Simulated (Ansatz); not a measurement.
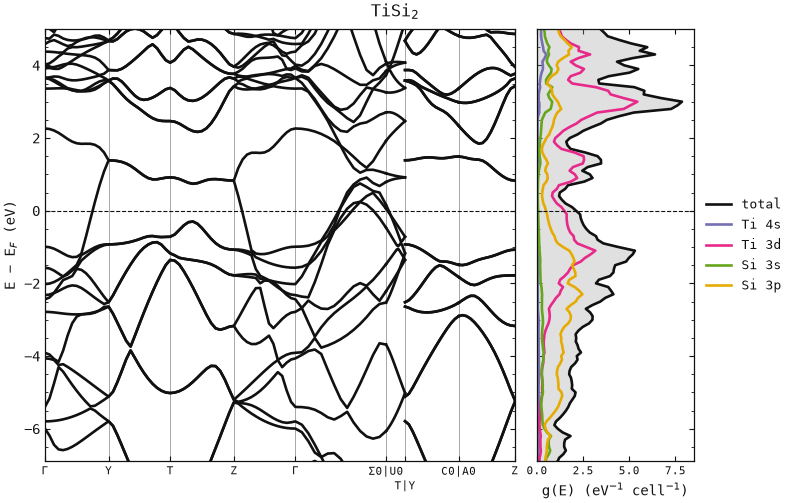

Band structure and density of states. Energies are counted from the Fermi level. The partial curves are projected on Löwdin-orthogonalised atomic shells.

Structure: TiSi$_{2}$, space group Fddd, 6 atoms in the cell.

Computed with Ansatz: DFT r2SCAN, scalar-relativistic, plane waves, PAW, no spin polarisation, 10×10×10 k mesh, 500 eV cutoff, Gaussian smearing of 0.1 eV.

Metal, semiconductor or insulator?

Answer. A metal: 4 bands cross the Fermi level along this path.

Which states dominate at the Fermi level?

Answer. By projected weight, the states within 0.3 eV of the Fermi level are Ti 3d (70 %) and Si 3p (25 %).

On which lines of the path do bands cross the Fermi level?

Answer. Bands cross the Fermi level on Γ–Y, Z–Γ, Γ–Σ0 and U0–T, and not on Y–T, T–Z, Y–C0 and A0–Z.

What is the density of states at the Fermi level?

Answer. The density of states at the Fermi level is about 2.1 per eV and cell (mean within 0.25 eV), or 0.34 per atom.
